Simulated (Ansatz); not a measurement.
**Run report: Ir, geometry relaxation (part 1 of 2)**

The run: geometry relaxation of Ir (1 atom in the cell). Method and program: DFT r2SCAN, scalar-relativistic, plane waves, PAW, no spin polarisation (Ansatz 0.2.0).

The structure derives from an entry of the Crystallography Open Database.

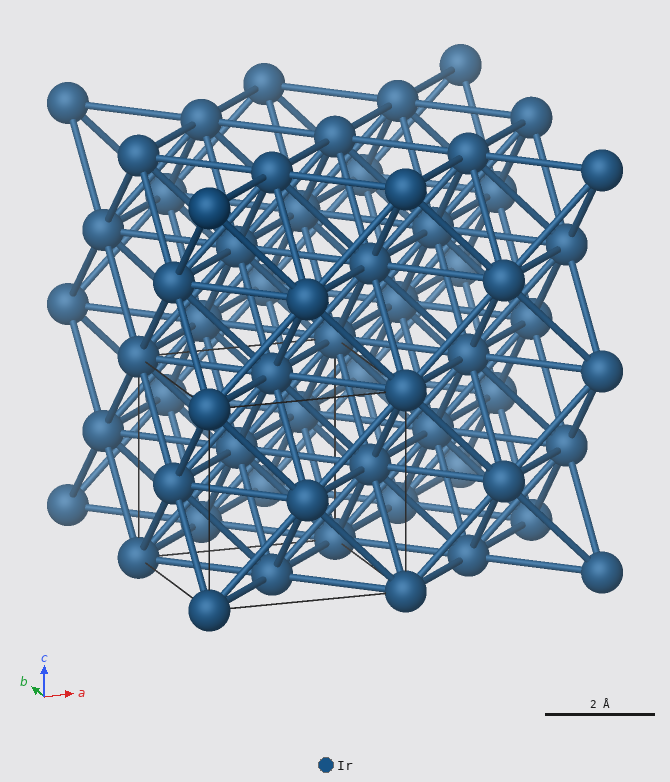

Figure 1. The input geometry (ball-and-stick view of the cell 4 times as large as that of the calculation, set on its symmetry axes, repeated 2 × 2 × 2, seen slightly off an axis).

Input file:
```yaml
crystal:
  lattice:
    - [0.0, 1.9156, 1.9156]
    - [1.9156, 0.0, 1.9156]
    - [1.9156, 1.9156, 0.0]
  atoms:
    - { symbol: Ir, position: [0.0, 0.0, 0.0] }
basis:
  ecutwfc: 500
kpoints:
  mp_grid: { grid: [18, 18, 18] }
hamiltonian:
  xc: r2scan
scf:
  occupations: { method: gaussian, width: 0.1 }
output:
  forces: true
  stress: true
  eigenvalues: true
  write_density: true
  write_potential: true
  elf: true
  volumetric_format: npy
relax:
  adjacent_minimum: "off"
  f_tol: 0.005
  max_steps: 80
  cell: { stress_tol: 0.05 }
```

Machine: 1 thread of Arm Neoverse V1, 24 GiB of memory available, shared host.

Run as:
```bash
ansatz run input.yaml --threads 1 --pin off --max-ram 2560MiB --backend cpu --events-out ev --progress --plain --runs-dir out
```

What the program printed:
```
Engine: ansatz 0.2.0, aarch64-unknown-linux-gnu
Pseudopotentials: kind: paw
Pseudopotential: Ir, paw, valence charge 17, recommended cutoff 500 eV (meta_gga), Ir.paw.azcp
Functional definition: r2SCAN
  parameter k0 = 0.174
  parameter k1 = 0.065
  parameter a1 = 4.9479
  exchange = r2scan_x(k0 = k0, k1 = k1, a1 = a1)
  correlation = r2scan_c
Crystal: 1 atoms, lattice volume = 14.059 Å³
Basis set: ecut = 500 eV, 339 PW (Γ), exchange–correlation on 80×80×80 points (64 copies of the dense FFT grid, shifted against one another)
Bands: 13, of which v1, the nominal top of the filled ones, is band 9 counted from 1 (8 counted from 0)
Symmetry: 48 space group operations
Space group: Fm-3m (ITA 225), of the structure as read, at distance tolerance 2.4e-5 Å
k-points: 195 of 5832
Non-local potential: Ir, projectors of the file, l = 0: 3, l = 1: 2, l = 2: 2, l = 3: 1
PAW form: soft (Blöchl's): semilocal exchange-correlation on the pseudo side does not see the compensation charge
PAW frozen core: Ir, regenerated for the run's functional (the file was generated under x = pbe(κ = 0.804, μ = 0.2195149727645171), c = pbe(β = 0.06672455060314922))
PAW one-centre angular grid: Ir, 590 points (default); XC on 160 Gauss nodes
Initial density: superposition of atomic densities (neutral atoms: chi_scale 0, normalization atom), corrected by the library's trained network
Initial wavefunctions: pseudopotential atomic-orbital guess
Functional: x = r2scan, c = r2scan; τ floored in thin density (d = 2e-4 eV/Å³)
SCF iter   1: F=—  HF=-11948.697791 eV  |F-HF|=—  |Δ(HF+E_count)|=         —  Δρ=1.11e-2  dr2=7.88e-3  dr2_τ=3.87e-2  ethr=1.77e-3  ⟨swp⟩=5.0  Hψ=14593  notcnv=0
preconditioner: auto → none  [metal: Δε(μ)=0.001 eV  Ē_g=15.016 eV  σ=0.100 eV  W_gap=0.01  n_scr=0 (ndim 8)  ℏωp=29.7 eV  f_vac=0.000  D(μ)=0.96/eV (n_scr^D=14)]
SCF iter   2: F=—  HF=-11948.724845 eV  |F-HF|=—  |Δ(HF+E_count)|=   2.71e-2  Δρ=5.17e-3  dr2=8.58e-4  dr2_τ=4.53e-4  ethr=4.64e-5  ⟨swp⟩=2.0  Hψ=5760  notcnv=0  defer=84
SCF iter   3: F=—  HF=-11948.725514 eV  |F-HF|=—  |Δ(HF+E_count)|=   6.69e-4  Δρ=1.63e-3  dr2=8.11e-5  dr2_τ=2.67e-5  ethr=5.05e-6  ⟨swp⟩=2.0  Hψ=3087  notcnv=0  defer=84
SCF iter   4: F=—  HF=-11948.725594 eV  |F-HF|=—  |Δ(HF+E_count)|=   8.01e-5  Δρ=1.32e-4  dr2=8.98e-7  dr2_τ=1.06e-7  ethr=4.77e-7  ⟨swp⟩=2.3  Hψ=3586  notcnv=0  defer=84
iter 5 did not close the SCF: its close was put off for the readings that it lacked (scf_convergence_deferred on its scf_iter line)
SCF iter   5: F=-11948.725595 eV  HF=-11948.725595 eV  |F-HF|=2.89e-9  |Δ(HF+E_count)|=   7.57e-7  Δρ=3.36e-5  dr2=9.53e-8  dr2_τ=1.42e-8  ethr=5.28e-9  ⟨swp⟩=2.0  Hψ=3756  notcnv=0  defer=84
SCF iter   6: F=-11948.725595 eV  HF=-11948.725595 eV  |F-HF|=2.51e-10  |Δ(HF+E_count)|=   3.06e-8  Δρ=1.04e-5  dr2=1.02e-8  dr2_τ=9.31e-10  ethr=5.61e-10  ⟨swp⟩=6.8  Hψ=14518  notcnv=0
SCF 1 converged in 6 iterations: F = -11948.725595 eV  dr2 = 1.02e-8
  greatest PAW one-centre occupation: 1.000 electrons in one spin orbital (limit 2), on the Ir atom at site 0 (counted from 0), in its partial waves of l = 0
relax step   1: F+E_penalty+E_count = -11948.72559482 eV  Δ(F+E_penalty+E_count) = +0.000e0 eV  max|allowed force component| = 0.000e0 eV/Å  Δτ_max = 0.0000 Å  P = +3.927 GPa  Ω = 14.059 Å³  (6 SCF iters, dr2 threshold 1.00e-7 eV, accepted)
Crystal: 1 atoms, lattice volume = 14.461 Å³
Initial density: handed on by an earlier stage of this run
Initial wavefunctions: those handed on with the density
iter 1 solved again at ethr=3.22e-6 eV; its pass at ethr=3.10e-3 eV (dr2=5.48e-4 eV) is discarded
SCF iter   1: F=—  HF=-11948.695364 eV  |F-HF|=—  |Δ(HF+E_count)|=         —  Δρ=2.18e-3  dr2=6.28e-4  dr2_τ=2.92e-2  ethr=3.22e-6  ⟨swp⟩=1.8  Hψ=16840  notcnv=0
preconditioner: auto → none  [metal: Δε(μ)=0.018 eV  Ē_g=14.576 eV  σ=0.100 eV  W_gap=0.10  n_scr=0 (ndim 8)  ℏωp=29.3 eV  f_vac=0.000  D(μ)=1.03/eV (n_scr^D=14)]
SCF iter   2: F=—  HF=-11948.721726 eV  |F-HF|=—  |Δ(HF+E_count)|=   2.64e-2  Δρ=1.56e-3  dr2=3.10e-4  dr2_τ=1.32e-4  ethr=3.22e-6  ⟨swp⟩=2.0  Hψ=4206  notcnv=0
SCF iter   3: F=—  HF=-11948.721636 eV  |F-HF|=—  |Δ(HF+E_count)|=   9.04e-5  Δρ=6.79e-4  dr2=4.74e-5  dr2_τ=9.17e-6  ethr=1.83e-6  ⟨swp⟩=2.2  Hψ=3503  notcnv=0
SCF iter   4: F=—  HF=-11948.721647 eV  |F-HF|=—  |Δ(HF+E_count)|=   1.10e-5  Δρ=3.86e-4  dr2=2.09e-5  dr2_τ=2.50e-6  ethr=2.79e-7  ⟨swp⟩=2.0  Hψ=4019  notcnv=0
SCF iter   5: F=—  HF=-11948.721642 eV  |F-HF|=—  |Δ(HF+E_count)|=   5.38e-6  Δρ=1.81e-4  dr2=4.63e-6  dr2_τ=2.24e-7  ethr=1.23e-7  ⟨swp⟩=2.0  Hψ=3406  notcnv=0
SCF iter   6: F=—  HF=-11948.721640 eV  |F-HF|=—  |Δ(HF+E_count)|=   1.31e-6  Δρ=6.57e-5  dr2=6.05e-7  dr2_τ=4.01e-8  ethr=2.72e-8  ⟨swp⟩=2.2  Hψ=3650  notcnv=0
SCF iter   7: F=—  HF=-11948.721640 eV  |F-HF|=—  |Δ(HF+E_count)|=   1.59e-7  Δρ=2.85e-5  dr2=1.13e-7  dr2_τ=1.10e-8  ethr=3.56e-9  ⟨swp⟩=2.0  Hψ=3353  notcnv=0
SCF iter   8: F=-11948.721640 eV  HF=-11948.721640 eV  |F-HF|=5.39e-9  |Δ(HF+E_count)|=   3.36e-8  Δρ=7.48e-6  dr2=7.64e-9  dr2_τ=7.61e-10  ethr=5.88e-10  ⟨swp⟩=7.0  Hψ=12242  notcnv=0
SCF 2 converged in 8 iterations: F = -11948.721640 eV  dr2 = 7.64e-9
relax step   2: F+E_penalty+E_count = -11948.72164011 eV  Δ(F+E_penalty+E_count) = +3.955e-3 eV  max|allowed force component| = 0.000e0 eV/Å  Δτ_max = 0.0000 Å  P = -6.541 GPa  Ω = 14.461 Å³  energy of the carried Pulay correction = -2.939e-4 eV  (8 SCF iters, dr2 threshold 1.00e-7 eV, rejected (line search))
Crystal: 1 atoms, lattice volume = 14.207 Å³
iter 1 solved again at ethr=1.04e-6 eV; its pass at ethr=3.10e-3 eV (dr2=1.76e-4 eV) is discarded
SCF iter   1: F=—  HF=-11948.717767 eV  |F-HF|=—  |Δ(HF+E_count)|=         —  Δρ=1.12e-3  dr2=1.54e-4  dr2_τ=1.14e-2  ethr=1.04e-6  ⟨swp⟩=1.5  Hψ=16923  notcnv=0
preconditioner: auto → none  [metal: Δε(μ)=0.010 eV  Ē_g=14.853 eV  σ=0.100 eV  W_gap=0.06  n_scr=0 (ndim 8)  ℏωp=29.6 eV  f_vac=0.000  D(μ)=0.98/eV (n_scr^D=14)]
SCF iter   2: F=—  HF=-11948.727230 eV  |F-HF|=—  |Δ(HF+E_count)|=   9.46e-3  Δρ=7.09e-4  dr2=5.77e-5  dr2_τ=2.67e-5  ethr=9.04e-7  ⟨swp⟩=2.0  Hψ=4213  notcnv=0
SCF iter   3: F=—  HF=-11948.727219 eV  |F-HF|=—  |Δ(HF+E_count)|=   1.12e-5  Δρ=3.23e-4  dr2=8.20e-6  dr2_τ=1.82e-6  ethr=3.40e-7  ⟨swp⟩=2.3  Hψ=3547  notcnv=0
SCF iter   4: F=—  HF=-11948.727222 eV  |F-HF|=—  |Δ(HF+E_count)|=   2.84e-6  Δρ=1.65e-4  dr2=3.71e-6  dr2_τ=4.25e-7  ethr=4.83e-8  ⟨swp⟩=2.0  Hψ=4018  notcnv=0
SCF iter   5: F=—  HF=-11948.727221 eV  |F-HF|=—  |Δ(HF+E_count)|=   9.14e-8  Δρ=6.74e-5  dr2=6.18e-7  dr2_τ=3.17e-8  ethr=2.18e-8  ⟨swp⟩=2.1  Hψ=3494  notcnv=0
SCF iter   6: F=—  HF=-11948.727218 eV  |F-HF|=—  |Δ(HF+E_count)|=   3.16e-6  Δρ=2.09e-5  dr2=5.87e-8  dr2_τ=3.92e-9  ethr=3.64e-9  ⟨swp⟩=2.7  Hψ=3884  notcnv=0
SCF iter   7: F=—  HF=-11948.727218 eV  |F-HF|=—  |Δ(HF+E_count)|=   1.47e-8  Δρ=8.06e-6  dr2=8.49e-9  dr2_τ=8.40e-10  ethr=3.45e-10  ⟨swp⟩=2.2  Hψ=3406  notcnv=0
SCF iter   8: F=—  HF=-11948.727218 eV  |F-HF|=—  |Δ(HF+E_count)|=   2.06e-9  Δρ=2.30e-6  dr2=6.74e-10  dr2_τ=7.01e-11  ethr=4.99e-11  ⟨swp⟩=2.6  Hψ=3705  notcnv=0
SCF iter   9: F=-11948.727218 eV  HF=-11948.727218 eV  |F-HF|=9.09e-12  |Δ(HF+E_count)|=  1.55e-10  Δρ=2.65e-7  dr2=8.59e-12  dr2_τ=9.54e-13  ethr=1.00e-12  ⟨swp⟩=4.1  Hψ=11794  notcnv=0
SCF 3 converged in 9 iterations: F = -11948.727218 eV  dr2 = 8.59e-12
relax step   3: F+E_penalty+E_count = -11948.72721828 eV  Δ(F+E_penalty+E_count) = -1.623e-3 eV  max|allowed force component| = 0.000e0 eV/Å  Δτ_max = 0.0000 Å  P = -0.142 GPa  Ω = 14.207 Å³  energy of the carried Pulay correction = -1.093e-4 eV  (9 SCF iters, accepted)
Crystal: 1 atoms, lattice volume = 14.202 Å³
iter 1 solved again at ethr=4.31e-10 eV; its pass at ethr=3.10e-3 eV (dr2=7.32e-8 eV) is discarded
SCF iter   1: F=—  HF=-11948.727220 eV  |F-HF|=—  |Δ(HF+E_count)|=         —  Δρ=2.49e-5  dr2=7.77e-8  dr2_τ=4.96e-6  ethr=4.31e-10  ⟨swp⟩=2.0  Hψ=16294  notcnv=0
preconditioner: auto → none  [metal: Δε(μ)=0.012 eV  Ē_g=14.836 eV  σ=0.100 eV  W_gap=0.07  n_scr=0 (ndim 8)  ℏωp=29.6 eV  f_vac=0.000  D(μ)=0.98/eV (n_scr^D=14)]
SCF iter   2: F=-11948.727224 eV  HF=-11948.727224 eV  |F-HF|=2.02e-8  |Δ(HF+E_count)|=   4.24e-6  Δρ=1.66e-5  dr2=3.29e-8  dr2_τ=1.47e-8  ethr=2.96e-10  ⟨swp⟩=5.4  Hψ=13637  notcnv=0
SCF 4 converged in 2 iterations: F = -11948.727224 eV  dr2 = 3.29e-8
relax step   4: F+E_penalty+E_count = -11948.72722446 eV  Δ(F+E_penalty+E_count) = -6.183e-6 eV  max|allowed force component| = 0.000e0 eV/Å  Δτ_max = 0.0000 Å  P = -0.002 GPa  Ω = 14.202 Å³  energy of the carried Pulay correction = -1.055e-4 eV  (2 SCF iters, dr2 threshold 5.04e-8 eV, accepted)
Initial wavefunctions: pseudopotential atomic-orbital guess (no wavefunctions were taken with the density)
iter 1 solved again at ethr=8.33e-9 eV; its pass at ethr=3.10e-3 eV (dr2=1.42e-6 eV) is discarded
SCF iter   1: F=—  HF=-11948.727278 eV  |F-HF|=—  |Δ(HF+E_count)|=         —  Δρ=2.96e-4  dr2=2.58e-7  dr2_τ=3.66e-7  ethr=8.33e-9  ⟨swp⟩=3.1  Hψ=20991  notcnv=0
SCF iter   2: F=—  HF=-11948.727322 eV  |F-HF|=—  |Δ(HF+E_count)|=   4.41e-5  Δρ=1.48e-4  dr2=5.98e-8  dr2_τ=1.07e-6  ethr=1.52e-9  ⟨swp⟩=2.0  Hψ=3342  notcnv=0
SCF iter   3: F=—  HF=-11948.727339 eV  |F-HF|=—  |Δ(HF+E_count)|=   1.67e-5  Δρ=7.86e-6  dr2=2.28e-9  dr2_τ=2.93e-9  ethr=3.52e-10  ⟨swp⟩=2.0  Hψ=3463  notcnv=0
SCF iter   4: F=—  HF=-11948.727339 eV  |F-HF|=—  |Δ(HF+E_count)|=   3.21e-8  Δρ=1.99e-6  dr2=1.71e-10  dr2_τ=2.08e-11  ethr=1.34e-11  ⟨swp⟩=2.0  Hψ=3455  notcnv=0
SCF iter   5: F=-11948.727339 eV  HF=-11948.727339 eV  |F-HF|=7.28e-12  |Δ(HF+E_count)|=  5.22e-10  Δρ=1.46e-7  dr2=9.03e-13  dr2_τ=8.50e-13  ethr=1.00e-12  ⟨swp⟩=3.9  Hψ=11713  notcnv=0
SCF 5 converged in 5 iterations: F = -11948.727339 eV  dr2 = 9.03e-13
relax step   5: F+E_penalty+E_count = -11948.72733883 eV  Δ(F+E_penalty+E_count) = -1.144e-4 eV  max|allowed force component| = 0.000e0 eV/Å  Δτ_max = 0.0000 Å  P = +0.003 GPa  Ω = 14.202 Å³  stress off target by 2.57e-3 GPa  SCF on the basis re-selected at this cell (its energy is not comparable with the rows above)  (5 SCF iters)
```
